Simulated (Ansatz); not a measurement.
## Electronic structure of Ir in real space

Input file:

```
crystal:
  lattice:
    - [12.23845525, 0.0, 0.0]
    - [0.0, 2.23343126, 0.0]
    - [0.0, 0.0, 7.1930008]
  atoms:
    - { symbol: Ir, position: [0.25, 0.0, 0.1639884], spin: 1.0 }
    - { symbol: Ir, position: [0.75, 0.0, 0.8360116], spin: 1.0 }
basis:
  ecutwfc: 500
kpoints:
  mp_grid: { grid: [4, 18, 6] }
hamiltonian:
  xc: r2scan
scf:
  occupations: { method: gaussian, width: 0.1 }
  lower_state_search: "off"
output:
  forces: true
  stress: true
  eigenvalues: true
  populations: true
  write_density: true
  write_potential: true
  elf: true
  volumetric_format: npy
magnetization:
  spin_polarized: true
```

Command:

```sh
ansatz run input.yaml --threads 1 --pin off --max-ram 2560MiB --backend cpu --events-out ev --progress --plain --runs-dir out
```

Below, planes, directions and counts refer to the conventional cell (a = 12.24 Å, b = 2.23 Å, c = 7.19 Å, α = 90.00°, β = 90.00°, γ = 90.00°).

Space group Pmma; a structure from a database of computed crystals, not necessarily the ambient phase; spin-polarised.

Computed with DFT r2SCAN, scalar-relativistic, plane waves, PAW (Ansatz).

The density is the valence pseudo-density of a PAW calculation; it isn't the true density close to the nuclei.

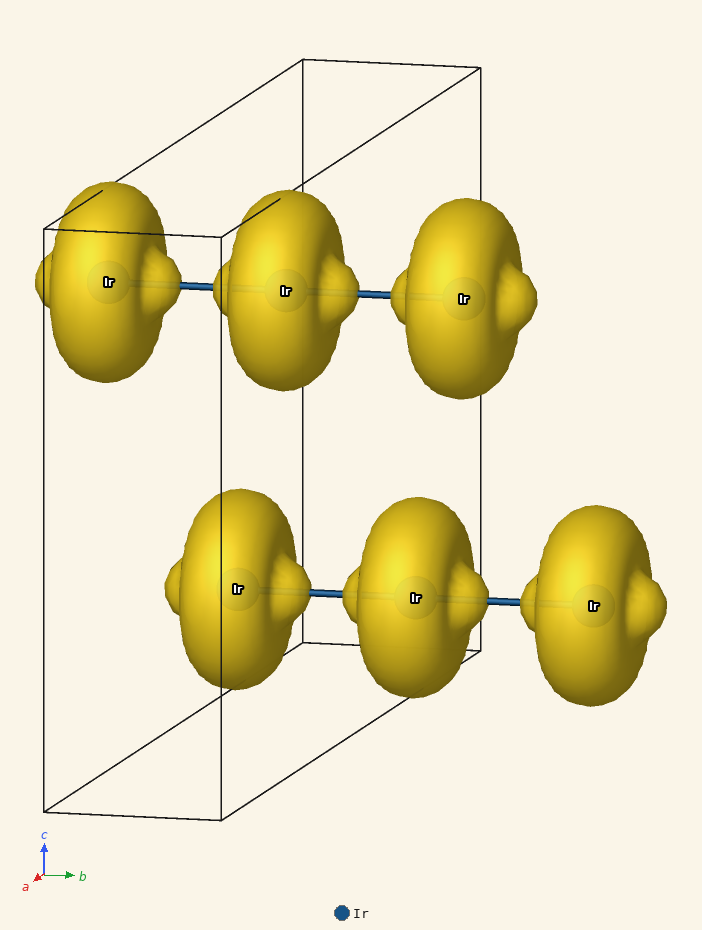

Figure 1. Isosurface of the spin density (up minus down) at +0.05 e/Å³ (yellow), seen slightly off an axis. Sticks mark near contacts.

Question: Describe the spin distribution.

Answer: The spin density sits on Ir: +0.5 μB (×2) in one cell of 2 atoms: parallel main moments (a ferromagnetic arrangement) in this solution. The cell of the calculation (2 atoms) carries 1.5 μB of net spin moment.

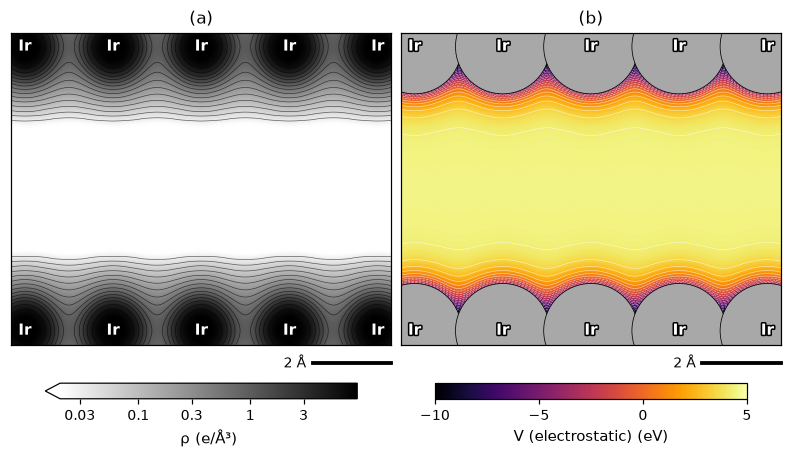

Figure 2. (a) valence charge density (pseudo); (b) electrostatic potential (local pseudopotential plus Hartree) felt by an electron on the (100) plane of the conventional cell. Grey discs cover the atomic cores in the potential map.

Question: Interpret the plot.

Answer:
- The section cuts through Ir sites.
- Ir–Ir (2.23 Å): ρ is about 1 e/Å³ halfway.
- The density dies away to nearly zero in the voids.
- Outside the cores the potential energy rises away from the atoms and is highest about 3.7 Å from the nearest atoms; its zero is arbitrary.

Question: Metal or insulator at this level of theory?

Answer: It is metallic or semimetallic at this level of theory: no gap opens.
